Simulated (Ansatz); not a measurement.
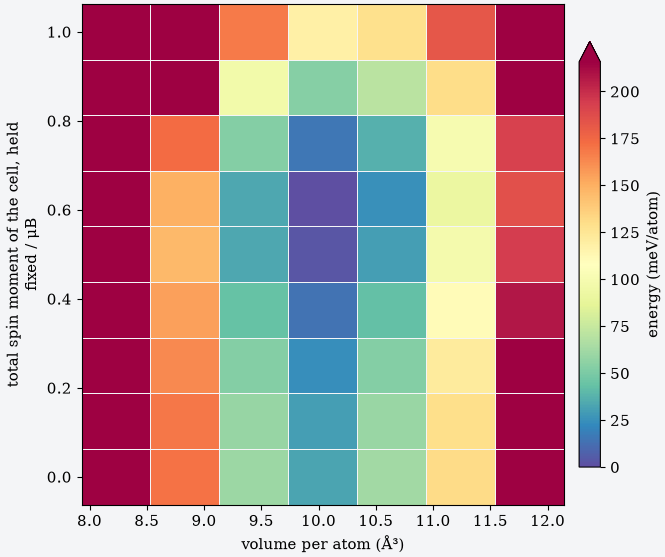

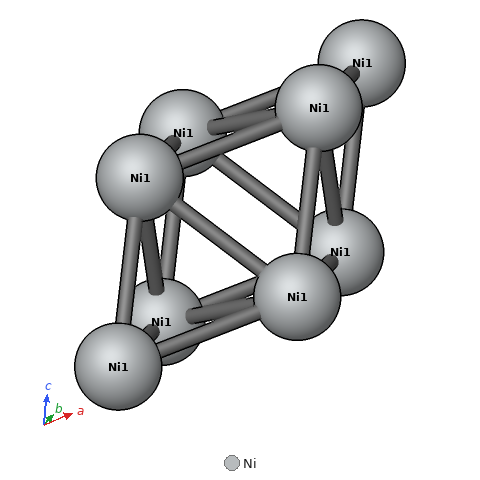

Energy landscape of Ni (Fm-3m, No. 225; 1 atom in the cell). The energy is mapped over volume and a fixed ferromagnetic moment. First axis: volume per atom. Second axis: total spin moment of the cell, held fixed. Nothing is relaxed (shape and fractional coordinates fixed). The grid has 7 × 9 points. Points are written as (first, second). Energies are in meV/atom, from the lowest grid point. The moment is held fixed and parallel; antiferromagnetic orders weren't tried. The electronic state followed may not be the lowest one. These are results of DFT LDA, scalar-relativistic, plane waves, PAW in Ansatz 0.2.0, not measurements. Settings: cutoff 520 eV, k-mesh 24×24×24, gaussian smearing 0.15 eV.

Drawn: one coloured cell a grid point, one colour for all values above the top of the scale. The second picture is the structure at the lowest point.

**Summarise what can be read from the map.**

The lowest grid point is at (10.04 Å³, 0.625 μB). No other kind of well shows on this grid. The highest grid point, (8.23 Å³, 1.000 μB), lies 564 meV/atom above the lowest. Round the minimum the two coordinates are weakly coupled (coupling −0.09 in units of the two stiffnesses).

The values on the grid:

```csv
"second ↓, first →",8.23,8.83,9.44,10.04,10.64,11.24,11.85
1.000,564,305,168,118,129,183,267
0.875,472,224,96,54,71,130,219
0.750,413,173,53,15,37,100,193
0.625,383,149,33,0,25,91,186
0.500,376,146,33,3,30,98,194
0.375,384,155,44,14,42,111,208
0.250,390,163,53,24,53,122,220
0.125,395,169,59,30,60,129,227
0.000,397,171,61,32,62,131,229
```

The whole map (63 points run) took 23 min on 1 thread of Arm Neoverse N1 (shared host).

PAW datasets: the set soft_1.
